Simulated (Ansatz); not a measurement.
**Cu12N: geometry relaxation (part 1 of 2)**

Cu12N (slab, 13 atoms in the cell), computed with DFT PBE, scalar-relativistic, plane waves, PAW, PAW set soft_1, no spin polarisation (Ansatz 0.2.0).

The structure derives from an entry of the Crystallography Open Database. The input holds or restrains some coordinates. Forces given for the steps count only the free coordinates. Figures and captions count atoms from 1; the log counts them from 0 in places.

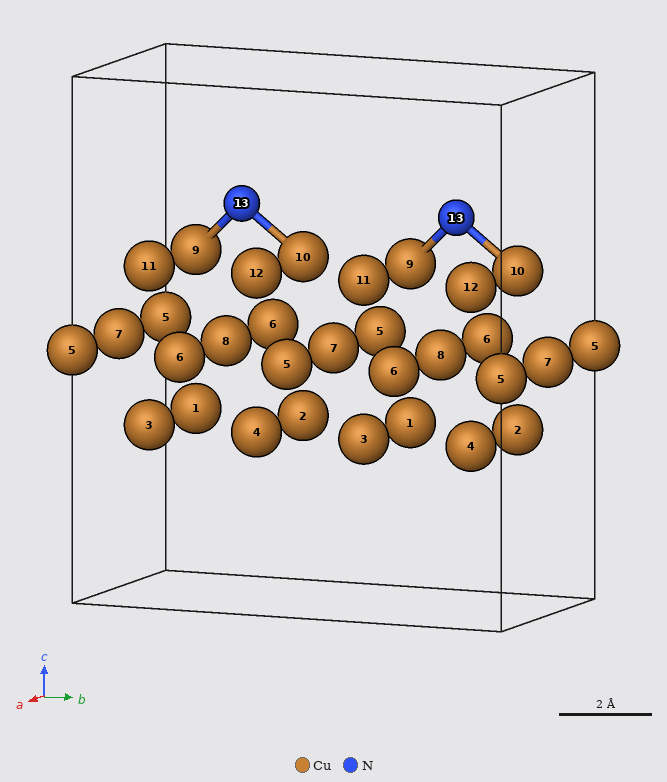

**Figure 1.** The starting structure (ball-and-stick view of the 1 × 2 repeat of the cell, with the vacuum cut short, seen slightly off an axis; atoms are numbered from 1 in the order of the input). An atom can appear more than once, as a periodic image.

Input:
```yaml
crystal:
  lattice:
    - [5.1319544695, 0.0, 0.0]
    - [0.0, 5.1319544695, 0.0]
    - [0.0, 0.0, 19.0279314499]
  atoms:
    - { symbol: Cu, position: [0.25, 0.25, 0.2102172803] }
    - { symbol: Cu, position: [0.25, 0.75, 0.2102172803] }
    - { symbol: Cu, position: [0.75, 0.25, 0.2102172803] }
    - { symbol: Cu, position: [0.75, 0.75, 0.2102172803] }
    - { symbol: Cu, position: [0.0, 0.0, 0.3029241295] }
    - { symbol: Cu, position: [0.0, 0.5, 0.3029241295] }
    - { symbol: Cu, position: [0.5, 0.0, 0.3029241295] }
    - { symbol: Cu, position: [0.5, 0.5, 0.3029241295] }
    - { symbol: Cu, position: [0.25, 0.25, 0.395625319] }
    - { symbol: Cu, position: [0.25, 0.75, 0.395625319] }
    - { symbol: Cu, position: [0.75, 0.25, 0.395625319] }
    - { symbol: Cu, position: [0.75, 0.75, 0.395625319] }
    - { symbol: "N", position: [0.3333333333, 0.5, 0.4568149741] }
basis:
  ecutwfc: 420
kpoints:
  mp_grid: { grid: [5, 5, 1] }
hamiltonian:
  xc: pbe
  pseudopotentials: { kind: paw, azcp: { folder: soft_1 } }
scf:
  occupations: { method: gaussian, width: 0.1 }
output:
  forces: true
  eigenvalues: true
relax:
  adjacent_minimum: "off"
  f_tol: 0.025
  max_steps: 16
  constraints:
    - { sites: [0, 1, 2, 3, 4, 5, 6, 7, 8, 9, 10, 11] }
    - { sites: [12], fix: xy }
efield:
  axis: 3
  dipole_correction: true
  ramp_width: 0.04
```

Machine: 4 threads of Intel Xeon @ 2.50GHz (Skylake/Cascade Lake), 32 GiB of memory available, shared host.

Command:
```bash
ansatz run input.yaml --threads 4 --pin off --max-ram 12288MiB --backend cpu --events-out ev --progress --plain --runs-dir out
```

The program's output:
```
Engine: ansatz 0.2.0, x86_64-unknown-linux-gnu
Pseudopotentials: kind: paw
Pseudopotential: Cu, paw, valence charge 19, recommended cutoff 420 eV (normal), [file]
Pseudopotential: N, paw, valence charge 5, recommended cutoff 420 eV (normal), [file]
Functional definition: PBE
  parameter kappa = 0.804
  parameter beta = 0.06672455060314922
  exchange = pbe_x(kappa = kappa, mu = beta*pi^2/3)
  correlation = pbe_c(beta = beta)
Crystal: 13 atoms, lattice volume = 501.138 Å³
Basis set: ecut = 420 eV, 9751 PW (Γ), exchange–correlation on 72×72×256 points (8 copies of the dense FFT grid, shifted against one another)
Bands: 140, of which v1, the nominal top of the filled ones, is band 117 counted from 1 (116 counted from 0)
Symmetry: 2 space group operations
Space group: Pm (ITA 6), of the structure as read, at distance tolerance 7.9e-5 Å
k-points: 9 of 25 (time reversal used)
Non-local potential: Cu, projectors of the file, l = 0: 3, l = 1: 2, l = 2: 3, l = 3: 1
Non-local potential: N, projectors of the file, l = 0: 2, l = 1: 2, l = 2: 1
PAW form: soft (Blöchl's): semilocal exchange-correlation on the pseudo side does not see the compensation charge
PAW one-centre angular grid: Cu, 590 points (default); XC on 64 Gauss nodes
PAW one-centre angular grid: N, 110 points (default); XC on 64 Gauss nodes
Initial density: superposition of atomic densities (neutral atoms: chi_scale 0, normalization atom)
Initial wavefunctions: pseudopotential atomic-orbital guess
Functional: x = pbe(κ = 0.804, μ = 0.2195149727645171), c = pbe(β = 0.06672455060314922)
SCF iter   1: F=—  HF=-79892.876090 eV  |F-HF|=—  |Δ(HF+E_count)|=         —  Δρ=1.51e-1  dr2=8.75e1  ethr=3.10e-3  p=-0.000 e·Å  D=-6.74e-5 V/Å  ΔV_dip=0.00 eV  dr2_dipole=2.38e0  V_vac-E_F(+/−)=4.57/4.57 eV  ⟨swp⟩=9.1  Hψ=5782  notcnv=0  defer=42
efield: sawtooth ramp at fractional position 0.8135 (placed from the atoms, in the widest stretch of the axis that holds none; the zero of the levels goes with the place), width 0.0400; the density the first Hamiltonian is built on has a dipole p = -0.000 e·Å; the dipole correction subtracts the counter field D = -6.74e-5 V/Å, which shifts the + side's vacuum level by +0.00 eV against the − side's; the planar-averaged density in the ramp window peaks in size at 4.9e-5 e/Å³
preconditioner: auto → LDOS  [metal: Δε(μ)=0.091 eV  Ē_g=7.129 eV  σ=0.100 eV  W_gap=0.48  n_scr=110 (ndim 8)  ℏωp=19.4 eV  f_vac=0.637  D(μ)=4.48/eV (n_scr^D=18)  β→1.0]
SCF iter   2: F=—  HF=-79941.793154 eV  |F-HF|=—  |Δ(HF+E_count)|=    4.89e1  Δρ=2.59e-1  dr2=1.86e2  ethr=3.10e-3  p=-0.257 e·Å  D=-9.27e-2 V/Å  ΔV_dip=1.76 eV  dr2_dipole=8.16e-2  V_vac-E_F(+/−)=4.88/3.12 eV  ⟨swp⟩=4.0  Hψ=3771  notcnv=0  defer=142  recentre
SCF iter   3: F=—  HF=-79881.456339 eV  |F-HF|=—  |Δ(HF+E_count)|=    6.03e1  Δρ=5.91e-2  dr2=1.69e1  ethr=3.10e-3  p=-0.091 e·Å  D=-3.27e-2 V/Å  ΔV_dip=0.62 eV  dr2_dipole=9.83e-1  V_vac-E_F(+/−)=5.12/4.50 eV  ⟨swp⟩=4.0  Hψ=3276  notcnv=0  defer=146
SCF iter   4: F=—  HF=-79879.341380 eV  |F-HF|=—  |Δ(HF+E_count)|=    2.11e0  Δρ=1.93e-2  dr2=1.65e0  ethr=3.10e-3  p=-0.179 e·Å  D=-6.45e-2 V/Å  ΔV_dip=1.23 eV  dr2_dipole=1.17e-1  V_vac-E_F(+/−)=5.73/4.50 eV  ⟨swp⟩=2.1  Hψ=2090  notcnv=0  defer=144
SCF iter   5: F=—  HF=-79879.230876 eV  |F-HF|=—  |Δ(HF+E_count)|=   1.11e-1  Δρ=5.22e-3  dr2=9.62e-2  ethr=7.07e-4  p=-0.170 e·Å  D=-6.14e-2 V/Å  ΔV_dip=1.17 eV  dr2_dipole=1.90e-3  V_vac-E_F(+/−)=5.73/4.57 eV  ⟨swp⟩=2.0  Hψ=2050  notcnv=0  defer=149
SCF iter   6: F=—  HF=-79879.265614 eV  |F-HF|=—  |Δ(HF+E_count)|=   3.47e-2  Δρ=4.85e-3  dr2=7.98e-2  ethr=4.13e-5  p=-0.178 e·Å  D=-6.42e-2 V/Å  ΔV_dip=1.22 eV  dr2_dipole=4.04e-4  V_vac-E_F(+/−)=5.74/4.52 eV  ⟨swp⟩=2.0  Hψ=2204  notcnv=0  defer=149
SCF iter   7: F=—  HF=-79879.260678 eV  |F-HF|=—  |Δ(HF+E_count)|=   4.94e-3  Δρ=1.94e-3  dr2=1.35e-2  ethr=3.42e-5  p=-0.179 e·Å  D=-6.46e-2 V/Å  ΔV_dip=1.23 eV  dr2_dipole=3.15e-5  V_vac-E_F(+/−)=5.77/4.54 eV  ⟨swp⟩=2.0  Hψ=2115  notcnv=0  defer=149
SCF iter   8: F=—  HF=-79879.259950 eV  |F-HF|=—  |Δ(HF+E_count)|=   7.28e-4  Δρ=5.02e-4  dr2=6.47e-4  ethr=5.78e-6  p=-0.182 e·Å  D=-6.56e-2 V/Å  ΔV_dip=1.25 eV  dr2_dipole=2.29e-7  V_vac-E_F(+/−)=5.78/4.53 eV  ⟨swp⟩=2.6  Hψ=1701  notcnv=0  defer=149
SCF iter   9: F=—  HF=-79879.261123 eV  |F-HF|=—  |Δ(HF+E_count)|=   1.17e-3  Δρ=3.55e-4  dr2=3.70e-4  ethr=2.78e-7  p=-0.182 e·Å  D=-6.57e-2 V/Å  ΔV_dip=1.25 eV  dr2_dipole=5.12e-6  V_vac-E_F(+/−)=5.78/4.53 eV  ⟨swp⟩=2.0  Hψ=2039  notcnv=0  defer=149
SCF iter  10: F=—  HF=-79879.261167 eV  |F-HF|=—  |Δ(HF+E_count)|=   4.34e-5  Δρ=1.26e-4  dr2=7.22e-5  ethr=1.59e-7  p=-0.183 e·Å  D=-6.59e-2 V/Å  ΔV_dip=1.25 eV  dr2_dipole=1.12e-5  V_vac-E_F(+/−)=5.78/4.53 eV  ⟨swp⟩=2.0  Hψ=1716  notcnv=0  defer=149
SCF iter  11: F=—  HF=-79879.261214 eV  |F-HF|=—  |Δ(HF+E_count)|=   4.69e-5  Δρ=5.76e-5  dr2=1.81e-5  ethr=6.71e-9  p=-0.183 e·Å  D=-6.60e-2 V/Å  ΔV_dip=1.26 eV  dr2_dipole=3.74e-6  V_vac-E_F(+/−)=5.78/4.53 eV  ⟨swp⟩=17.6  Hψ=7120  notcnv=0
SCF iter  12: F=-79879.261233 eV  HF=-79879.261233 eV  |F-HF|=5.34e-7  |Δ(HF+E_count)|=   1.92e-5  Δρ=3.62e-5  dr2=4.67e-6  ethr=6.71e-9  p=-0.183 e·Å  D=-6.60e-2 V/Å  ΔV_dip=1.26 eV  dr2_dipole=3.11e-7  V_vac-E_F(+/−)=5.78/4.53 eV  ⟨swp⟩=8.7  Hψ=4516  notcnv=0
WARN: efield: at this solve's end the planar-averaged density reaches -4.84e-5 e/Å³ inside the ramp window [0.7610, 0.9061] (bound 1e-5 e/Å³); by the running means of the window's planes the mean density over a ramp is at most 1.03e-5 e/Å³, which is held to the bound (the quickstart, § The vacuum guard, A window that rings); the window's nearer edge stands 5.79 Å from this solve's nearest atom along the axis. Its work functions, free energy, forces, stress, dipole, levels and responses can be off, and this figure does not tell by how much. A short vacuum, a low `basis.ecutwfc` or `basis.ecutrho_ratio` and negative occupations (`scf.occupations.method`) can put density there. See the manual's quickstart, § The vacuum guard
SCF 1 converged in 12 iterations: F = -79879.261233 eV  dr2 = 4.67e-6
  greatest PAW one-centre occupation: 1.000 electrons in one spin orbital (limit 2), on the Cu atom at site 11 (counted from 0), in its partial waves of l = 0
relax step   1: F+E_penalty+E_count = -79879.26123343 eV  Δ(F+E_penalty+E_count) = +0.000e0 eV  max|allowed force component| = 2.168e-1 eV/Å  Δτ_max = 0.0000 Å  (12 SCF iters, dr2 threshold 1.56e-5 eV, accepted)
Initial density: handed on by an earlier stage of this run
Initial wavefunctions: those handed on with the density
iter 1 solved again at ethr=1.03e-7 eV; its pass at ethr=3.10e-3 eV (dr2=2.39e-4 eV) is discarded
SCF iter   1: F=—  HF=-79879.262079 eV  |F-HF|=—  |Δ(HF+E_count)|=         —  Δρ=2.53e-4  dr2=2.38e-4  ethr=1.03e-7  p=-0.183 e·Å  D=-6.60e-2 V/Å  ΔV_dip=1.26 eV  dr2_dipole=7.09e-8  V_vac-E_F(+/−)=5.78/4.53 eV  ⟨swp⟩=2.1  Hψ=3589  notcnv=0
efield: sawtooth ramp at fractional position 0.8135 (handed on by an earlier solve), width 0.0400; the density the first Hamiltonian is built on has a dipole p = -0.183 e·Å; the dipole correction subtracts the counter field D = -6.60e-2 V/Å, which shifts the + side's vacuum level by +1.26 eV against the − side's; the planar-averaged density in the ramp window peaks in size at 4.8e-5 e/Å³
preconditioner: auto → LDOS  [metal: Δε(μ)=0.057 eV  Ē_g=7.941 eV  σ=0.100 eV  W_gap=0.30  n_scr=110 (ndim 8)  ℏωp=19.4 eV  f_vac=0.640  D(μ)=4.54/eV (n_scr^D=18)  β→1.0]
SCF iter   2: F=—  HF=-79879.262130 eV  |F-HF|=—  |Δ(HF+E_count)|=   5.10e-5  Δρ=1.41e-4  dr2=7.64e-5  ethr=1.02e-7  p=-0.182 e·Å  D=-6.56e-2 V/Å  ΔV_dip=1.25 eV  dr2_dipole=1.23e-6  V_vac-E_F(+/−)=5.77/4.53 eV  ⟨swp⟩=3.0  Hψ=2007  notcnv=0
SCF iter   3: F=—  HF=-79879.262157 eV  |F-HF|=—  |Δ(HF+E_count)|=   2.73e-5  Δρ=1.37e-4  dr2=5.50e-5  ethr=3.28e-8  p=-0.182 e·Å  D=-6.57e-2 V/Å  ΔV_dip=1.25 eV  dr2_dipole=2.26e-7  V_vac-E_F(+/−)=5.78/4.53 eV  ⟨swp⟩=2.0  Hψ=1953  notcnv=0
SCF iter   4: F=-79879.262150 eV  HF=-79879.262147 eV  |F-HF|=2.25e-6  |Δ(HF+E_count)|=   1.01e-5  Δρ=2.12e-5  dr2=1.84e-6  ethr=1.26e-9  p=-0.182 e·Å  D=-6.57e-2 V/Å  ΔV_dip=1.25 eV  dr2_dipole=1.38e-8  V_vac-E_F(+/−)=5.78/4.53 eV  ⟨swp⟩=9.1  Hψ=6255  notcnv=0
WARN: efield: at this solve's end the planar-averaged density reaches -4.84e-5 e/Å³ inside the ramp window [0.7610, 0.9061] (bound 1e-5 e/Å³); by the running means of the window's planes the mean density over a ramp is at most 1.04e-5 e/Å³, which is held to the bound (the quickstart, § The vacuum guard, A window that rings); the window's nearer edge stands 5.79 Å from this solve's nearest atom along the axis. Its work functions, free energy, forces, stress, dipole, levels and responses can be off, and this figure does not tell by how much. A short vacuum, a low `basis.ecutwfc` or `basis.ecutrho_ratio` and negative occupations (`scf.occupations.method`) can put density there. See the manual's quickstart, § The vacuum guard
SCF 2 converged in 4 iterations: F = -79879.262150 eV  dr2 = 1.84e-6
relax step   2: F+E_penalty+E_count = -79879.26214952 eV  Δ(F+E_penalty+E_count) = -9.161e-4 eV  max|allowed force component| = 1.422e-1 eV/Å  Δτ_max = 0.0051 Å  (4 SCF iters, dr2 threshold 2.94e-6 eV, accepted)
SCF iter   1: F=—  HF=-79879.263008 eV  |F-HF|=—  |Δ(HF+E_count)|=         —  Δρ=5.16e-4  dr2=9.87e-4  ethr=3.67e-6  p=-0.182 e·Å  D=-6.57e-2 V/Å  ΔV_dip=1.25 eV  dr2_dipole=9.72e-7  V_vac-E_F(+/−)=5.77/4.52 eV  ⟨swp⟩=2.1  Hψ=2142  notcnv=0  defer=19
efield: sawtooth ramp at fractional position 0.8135 (handed on by an earlier solve), width 0.0400; the density the first Hamiltonian is built on has a dipole p = -0.182 e·Å; the dipole correction subtracts the counter field D = -6.57e-2 V/Å, which shifts the + side's vacuum level by +1.25 eV against the − side's; the planar-averaged density in the ramp window peaks in size at 4.8e-5 e/Å³
preconditioner: auto → LDOS  [metal: Δε(μ)=0.059 eV  Ē_g=7.944 eV  σ=0.100 eV  W_gap=0.31  n_scr=110 (ndim 8)  ℏωp=19.4 eV  f_vac=0.641  D(μ)=4.54/eV (n_scr^D=18)  β→1.0]
SCF iter   2: F=—  HF=-79879.262744 eV  |F-HF|=—  |Δ(HF+E_count)|=   2.64e-4  Δρ=2.37e-4  dr2=2.20e-4  ethr=4.24e-7  p=-0.179 e·Å  D=-6.46e-2 V/Å  ΔV_dip=1.23 eV  dr2_dipole=2.77e-6  V_vac-E_F(+/−)=5.75/4.52 eV  ⟨swp⟩=2.7  Hψ=2077  notcnv=0  defer=32
SCF iter   3: F=—  HF=-79879.262808 eV  |F-HF|=—  |Δ(HF+E_count)|=   6.39e-5  Δρ=1.56e-4  dr2=7.83e-5  ethr=9.44e-8  p=-0.180 e·Å  D=-6.49e-2 V/Å  ΔV_dip=1.23 eV  dr2_dipole=7.16e-7  V_vac-E_F(+/−)=5.76/4.52 eV  ⟨swp⟩=2.9  Hψ=1957  notcnv=0  defer=32
SCF iter   4: F=—  HF=-79879.262798 eV  |F-HF|=—  |Δ(HF+E_count)|=   9.71e-6  Δρ=3.85e-5  dr2=5.83e-6  ethr=3.36e-8  p=-0.180 e·Å  D=-6.48e-2 V/Å  ΔV_dip=1.23 eV  dr2_dipole=6.03e-10  V_vac-E_F(+/−)=5.76/4.52 eV  ⟨swp⟩=2.0  Hψ=1878  notcnv=0  defer=32
SCF iter   5: F=—  HF=-79879.262803 eV  |F-HF|=—  |Δ(HF+E_count)|=   4.65e-6  Δρ=1.86e-5  dr2=1.27e-6  ethr=5.42e-10  p=-0.179 e·Å  D=-6.48e-2 V/Å  ΔV_dip=1.23 eV  dr2_dipole=3.65e-8  V_vac-E_F(+/−)=5.76/4.52 eV  ⟨swp⟩=11.2  Hψ=5869  notcnv=0
SCF iter   6: F=-79879.262806 eV  HF=-79879.262804 eV  |F-HF|=1.65e-6  |Δ(HF+E_count)|=   1.24e-6  Δρ=7.60e-6  dr2=2.21e-7  ethr=5.42e-10  p=-0.179 e·Å  D=-6.48e-2 V/Å  ΔV_dip=1.23 eV  dr2_dipole=9.83e-9  V_vac-E_F(+/−)=5.76/4.52 eV  ⟨swp⟩=7.9  Hψ=4779  notcnv=0
WARN: efield: at this solve's end the planar-averaged density reaches -4.85e-5 e/Å³ inside the ramp window [0.7610, 0.9061] (bound 1e-5 e/Å³); by the running means of the window's planes the mean density over a ramp is at most 1.04e-5 e/Å³, which is held to the bound (the quickstart, § The vacuum guard, A window that rings); the window's nearer edge stands 5.79 Å from this solve's nearest atom along the axis. Its work functions, free energy, forces, stress, dipole, levels and responses can be off, and this figure does not tell by how much. A short vacuum, a low `basis.ecutwfc` or `basis.ecutrho_ratio` and negative occupations (`scf.occupations.method`) can put density there. See the manual's quickstart, § The vacuum guard
SCF 3 converged in 6 iterations: F = -79879.262806 eV  dr2 = 2.21e-7
relax step   3: F+E_penalty+E_count = -79879.26280570 eV  Δ(F+E_penalty+E_count) = -6.562e-4 eV  max|allowed force component| = 5.663e-3 eV/Å  Δτ_max = 0.0096 Å  (6 SCF iters, dr2 threshold 1.26e-6 eV, accepted)
iter 1 solved again at ethr=9.56e-11 eV; its pass at ethr=3.10e-3 eV (dr2=2.23e-7 eV) is discarded
SCF iter   1: F=—  HF=-79879.262698 eV  |F-HF|=—  |Δ(HF+E_count)|=         —  Δρ=7.72e-6  dr2=2.23e-7  ethr=9.56e-11  p=-0.179 e·Å  D=-6.48e-2 V/Å  ΔV_dip=1.23 eV  dr2_dipole=9.31e-9  V_vac-E_F(+/−)=5.76/4.52 eV  ⟨swp⟩=1.0  Hψ=2970  notcnv=0
efield: sawtooth ramp at fractional position 0.8135 (handed on by an earlier solve), width 0.0400; the density the first Hamiltonian is built on has a dipole p = -0.179 e·Å; the dipole correction subtracts the counter field D = -6.48e-2 V/Å, which shifts the + side's vacuum level by +1.23 eV against the − side's; the planar-averaged density in the ramp window peaks in size at 4.9e-5 e/Å³
preconditioner: auto → LDOS  [metal: Δε(μ)=0.058 eV  Ē_g=7.943 eV  σ=0.100 eV  W_gap=0.30  n_scr=110 (ndim 8)  ℏωp=19.4 eV  f_vac=0.641  D(μ)=4.56/eV (n_scr^D=18)  β→1.0]
SCF iter   2: F=—  HF=-79879.262806 eV  |F-HF|=—  |Δ(HF+E_count)|=   1.07e-4  Δρ=1.66e-5  dr2=7.71e-7  ethr=9.56e-11  p=-0.179 e·Å  D=-6.48e-2 V/Å  ΔV_dip=1.23 eV  dr2_dipole=6.57e-11  V_vac-E_F(+/−)=5.76/4.52 eV  ⟨swp⟩=2.3  Hψ=2174  notcnv=0
SCF iter   3: F=—  HF=-79879.262806 eV  |F-HF|=—  |Δ(HF+E_count)|=   5.27e-8  Δρ=6.11e-6  dr2=1.10e-7  ethr=9.56e-11  p=-0.179 e·Å  D=-6.48e-2 V/Å  ΔV_dip=1.23 eV  dr2_dipole=6.06e-10  V_vac-E_F(+/−)=5.76/4.52 eV  ⟨swp⟩=2.0  Hψ=2150  notcnv=0
SCF iter   4: F=-79879.262806 eV  HF=-79879.262806 eV  |F-HF|=1.58e-8  |Δ(HF+E_count)|=   2.78e-8  Δρ=1.87e-6  dr2=1.07e-8  ethr=4.29e-11  p=-0.179 e·Å  D=-6.48e-2 V/Å  ΔV_dip=1.23 eV  dr2_dipole=3.31e-11  V_vac-E_F(+/−)=5.76/4.52 eV  ⟨swp⟩=9.0  Hψ=4849  notcnv=0
WARN: efield: at this solve's end the planar-averaged density reaches -4.85e-5 e/Å³ inside the ramp window [0.7610, 0.9061] (bound 1e-5 e/Å³); by the running means of the window's planes the mean density over a ramp is at most 1.04e-5 e/Å³, which is held to the bound (the quickstart, § The vacuum guard, A window that rings); the window's nearer edge stands 5.79 Å from this solve's nearest atom along the axis. Its work functions, free energy, forces, stress, dipole, levels and responses can be off, and this figure does not tell by how much. A short vacuum, a low `basis.ecutwfc` or `basis.ecutrho_ratio` and negative occupations (`scf.occupations.method`) can put density there. See the manual's quickstart, § The vacuum guard
SCF 4 converged in 4 iterations: F = -79879.262806 eV  dr2 = 1.07e-8
relax step   4: F+E_penalty+E_count = -79879.26280588 eV  Δ(F+E_penalty+E_count) = -1.829e-7 eV  max|allowed force component| = 5.813e-3 eV/Å  Δτ_max = 0.0000 Å  (4 SCF iters, accepted)
```

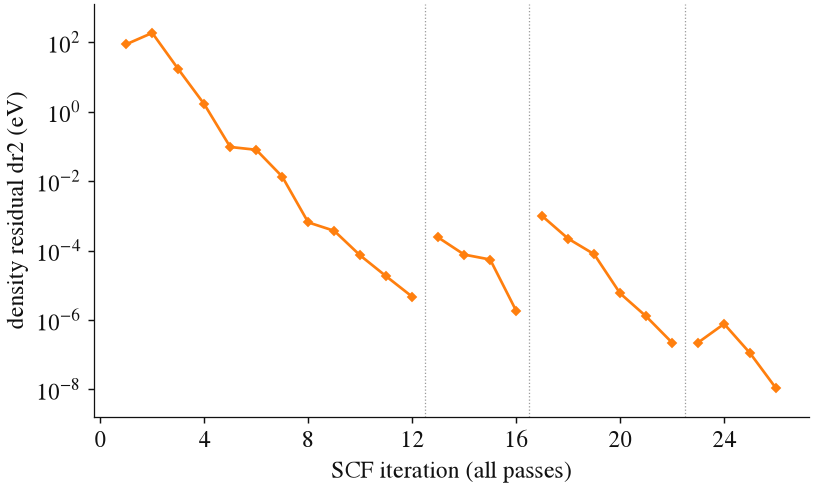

**Figure 2.** Convergence of the self-consistent field: density residual dr2 against the SCF iteration. The dotted lines part the SCF passes of the relaxation: geometry steps, rejected trials and re-solves on a re-selected basis. The passes take 12, 4, 6 and 4 iterations.

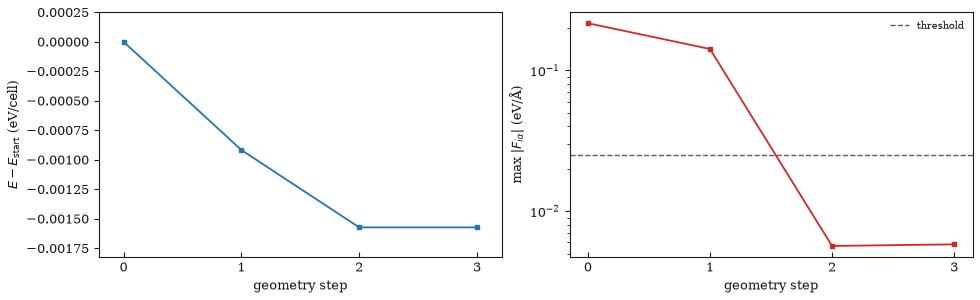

**Figure 3.** Progress of the restrained relaxation, step by step (the first geometry is step 0 here and step 1 in the log). After 3 geometry steps the energy has fallen by 1.6 meV per cell of the calculation. The largest force component goes from 0.22 to 0.0058 eV/Å. The largest move is that of N13, 0.015 Å. Cu stays in place. The cell doesn't change. Among the contacts that change: Cu10–N13 1.785 → 1.775 Å. (Atoms are counted from 1 in the order of the input.)
